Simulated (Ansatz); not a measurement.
## Run report: FeO, single-point calculation (part 1 of 3)

FeO (F-43m, 2 atoms in the cell), computed with DFT LDA+U+J, scalar-relativistic, plane waves, PAW, U = 3 eV, J = 0.7 eV on Fe atom 1 d, spin-polarised (Ansatz 0.2.0).

The structure was built on a prototype by a generator; it need not be a known phase. It belongs to a series of runs on one base structure; here: ferromagnetic start, free, natural orbitals of the symmetric run filled by rank. Figures and captions count atoms from 1; the log counts them from 0 in places.

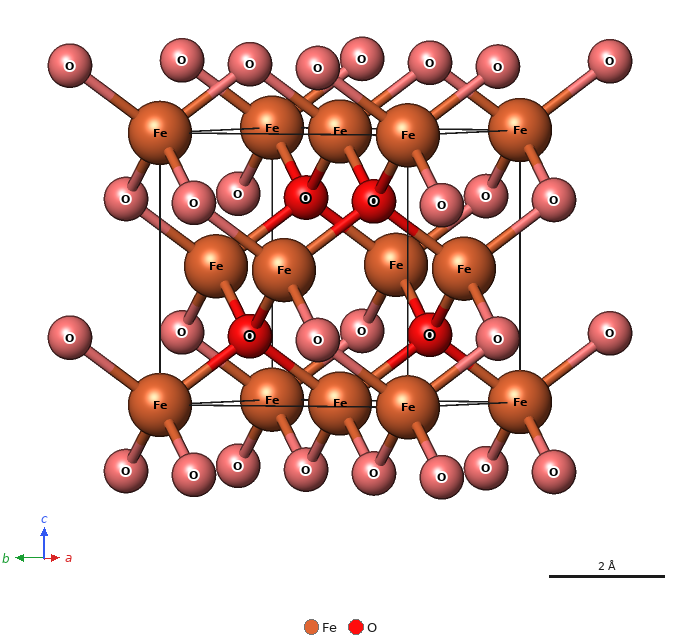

*The structure as given in the input (ball-and-stick view of the cell 4 times as large as that of the calculation, set on its symmetry axes, seen at an oblique angle; neighbours outside the cell are drawn fainter).*

Near neighbours in the crystal (not all of them lie inside the picture): Fe has 4 O at 2.06 Å; O has 4 Fe at 2.06 Å.

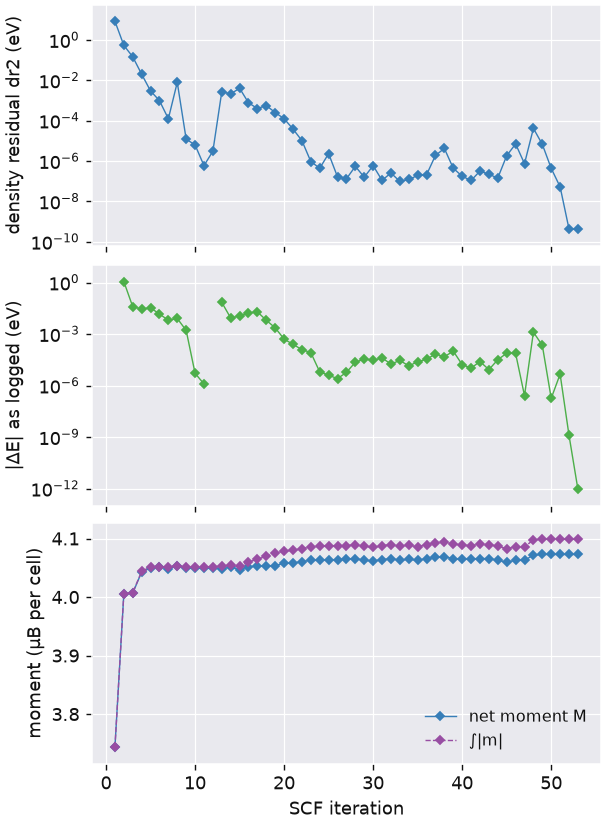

*Convergence of the self-consistent field: density residual dr2, size of the energy change and magnetic moment against the SCF iteration.*

The residual falls unevenly and jumps up by a factor of two or more 13 times on the way down. The net moment goes from 3.7 to 4.1 μB per cell.

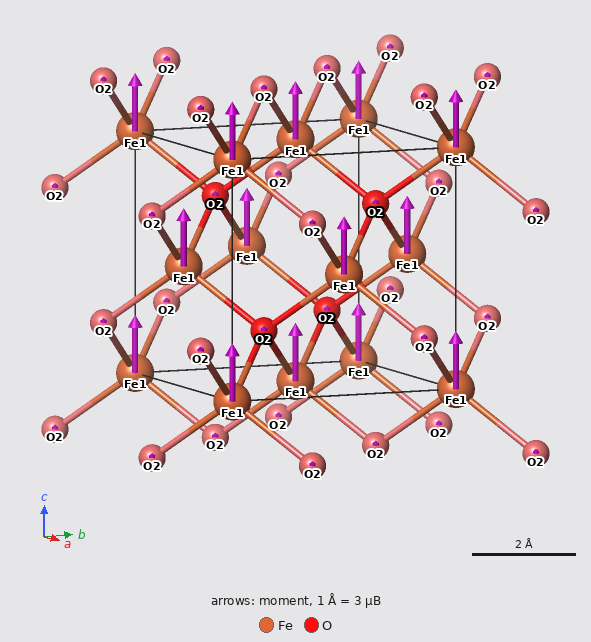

*Magnetic moments of the sites as pink arrows (ball-and-stick view of the cell 4 times as large as that of the calculation, set on its symmetry axes, seen slightly off an axis; neighbours outside the cell are drawn fainter; atoms are numbered from 1 in the order of the input); small moments hardly show. The run is collinear, so the axis drawn is arbitrary.*

Site moments: Fe1 (3.44 μB); O2 (0.28 μB). They are counted near the atoms and needn't add up to the moment of the cell.

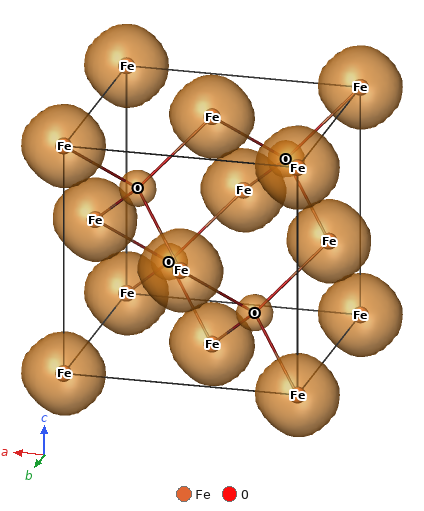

*Isosurface of the spin density at +0.3 e/Å³ (orange), seen at an oblique angle. Sticks mark near contacts. The outline is the cell set on symmetry axes.*

The cell of the calculation (2 atoms) carries 4.1 μB net. Core electrons are frozen (PAW), so the fields are smoothed inside the atomic spheres.

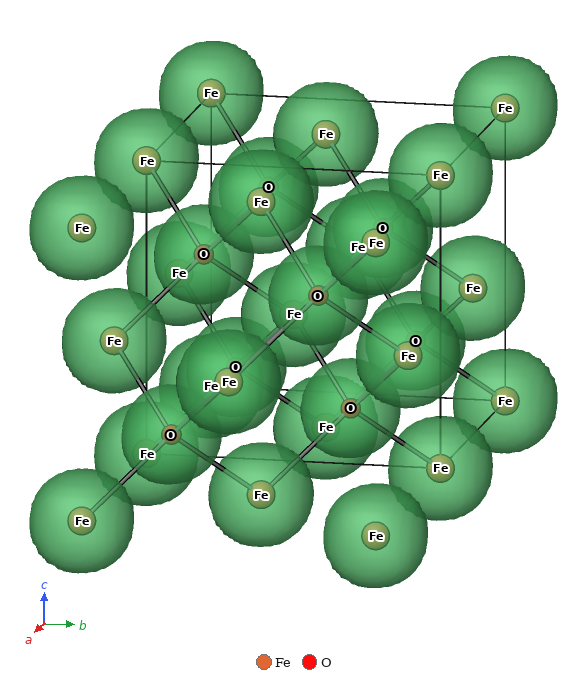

*Isosurface of the valence charge density (pseudo) at 0.8 e/Å³ (green), seen slightly off an axis. Sticks mark near contacts. The outline is the cell set on symmetry axes.*

At this value the density breaks into separate islands; it holds about 80 % of the electrons treated as valence (semicore included). It is pinched off along the Fe–O (2.06 Å) contacts. On the grid the lowest density along these lines, outside the cores, is 0.53 e/Å³ (Fe–O, 2.06 Å).

The input and output of the run follow.

Input:
```yaml
crystal:
  lattice:
    - [0.0, 2.38188308, 2.38188308]
    - [2.38188308, 0.0, 2.38188308]
    - [2.38188308, 2.38188308, 0.0]
  atoms:
    - { symbol: Fe, position: [0.0, 0.0, 0.0], spin: 4.0 }
    - { symbol: O, position: [0.25, 0.25, 0.25] }
basis:
  ecutwfc: 420
  ecutrho_ratio: 4
kpoints:
  mp_grid: { grid: [7, 7, 7] }
hamiltonian:
  xc: lda
  hubbard:
    sites:
      - { site: 0, l: d, u: 3.0, j: 0.7, starting_ns: [{ spin: up, occupation_matrix: s0up }, { spin: down, occupation_matrix: s0down }] }
    occupation_matrices:
      s0up:
        matrix:
          - [0.97, 0.0, 0.0, 0.0, 0.0]
          - [0.0, 0.97, 0.0, 0.0, 0.0]
          - [0.0, 0.0, 0.97, 0.0, 0.0]
          - [0.0, 0.0, 0.0, 0.97, 0.0]
          - [0.0, 0.0, 0.0, 0.0, 0.97]
      s0down:
        matrix:
          - [0.02, 0.0, 0.0, 0.0, 0.0]
          - [0.0, 0.02, 0.0, 0.0, 0.0]
          - [0.0, 0.0, 0.02, 0.0, 0.0]
          - [0.0, 0.0, 0.0, 0.02, 0.0]
          - [0.0, 0.0, 0.0, 0.0, 0.97]
    ns_hold: { iters: 10 }
scf:
  occupations: { method: gaussian, width: 0.05 }
  lower_state_search: "off"
  max_iter: 150
output:
  forces: true
  stress: true
  eigenvalues: true
  populations: true
  hubbard: { sites: [{ site: 0, l: d }] }
  write_density: true
  write_potential: true
  elf: true
  volumetric_format: npy
magnetization:
  spin_polarized: true
```

Launch command:
```bash
ansatz run input.yaml --threads 2 --pin off --max-ram 3072MiB --backend cpu --events-out ev --progress --plain --runs-dir out
```

The program's output:
```
Warning: crystal.symmetry: narrowed to the stabiliser of the occupation matrices — unitary ops 24 → 8; lowered by the specified shell (site 0, l: d); largest admitted image defect 8.9e-16, smallest excluded 9.5e-1 — at a splitting's scale: the group the occupation matrices' own texture admits
Fe: projections on atomic orbitals take those of the free atom [Ne] 3s2 3p6 3d6 4s2, of charge +0.00 (hamiltonian.pseudopotentials.projection_atoms); the dataset's partial waves leave at most 1.1e-6 of an orbital's norm unspanned inside its sphere
O: projections on atomic orbitals take those of the free atom [He] 2s2 2p4, of charge +0.00 (hamiltonian.pseudopotentials.projection_atoms); the dataset's partial waves leave at most 1.9e-8 of an orbital's norm unspanned inside its sphere
Engine: ansatz 0.2.0, aarch64-unknown-linux-gnu
Pseudopotentials: kind: paw
Pseudopotential: Fe, paw, valence charge 16, recommended cutoff 420 eV (normal), Fe.paw.azcp
Pseudopotential: O, paw, valence charge 6, recommended cutoff 420 eV (normal), O.paw.azcp
Functional definition: SPW92
  exchange = slater_x
  correlation = pw_c
Crystal: 2 atoms, lattice volume = 27.027 Å³
Basis set: ecut = 420 eV, 531 PW (Γ)
Bands: 17, of which v1, the nominal top of the filled ones, is band 11 counted from 1 (10 counted from 0)
Symmetry: 8 space group operations
k-points: 40 of 343 (time reversal used)
Non-local potential: Fe, projectors of the file, l = 0: 3, l = 1: 2, l = 2: 3, l = 3: 1
Non-local potential: O, projectors of the file, l = 0: 2, l = 1: 2, l = 2: 1
PAW form: soft (Blöchl's): semilocal exchange-correlation on the pseudo side does not see the compensation charge
PAW frozen core: Fe, regenerated for the run's functional, and the local potential with it (the file was generated under x = pbe(κ = 0.804, μ = 0.2195149727645171), c = pbe(β = 0.06672455060314922))
PAW frozen core: O, regenerated for the run's functional, and the local potential with it (the file was generated under x = pbe(κ = 0.804, μ = 0.2195149727645171), c = pbe(β = 0.06672455060314922))
PAW one-centre angular grid: Fe, 590 points (default); XC on 64 Gauss nodes
PAW one-centre angular grid: O, 110 points (default); XC on 64 Gauss nodes
Initial density: superposition of atomic densities (chi_scale 0.1, normalization cell, long waves kept (reshape's long-wave potential 0.00 eV rms))
Starting moments: Σ|m| = 4 μB on 1 of 2 sites
Initial wavefunctions: pseudopotential atomic-orbital guess
Functional: x = slater, c = lda
```
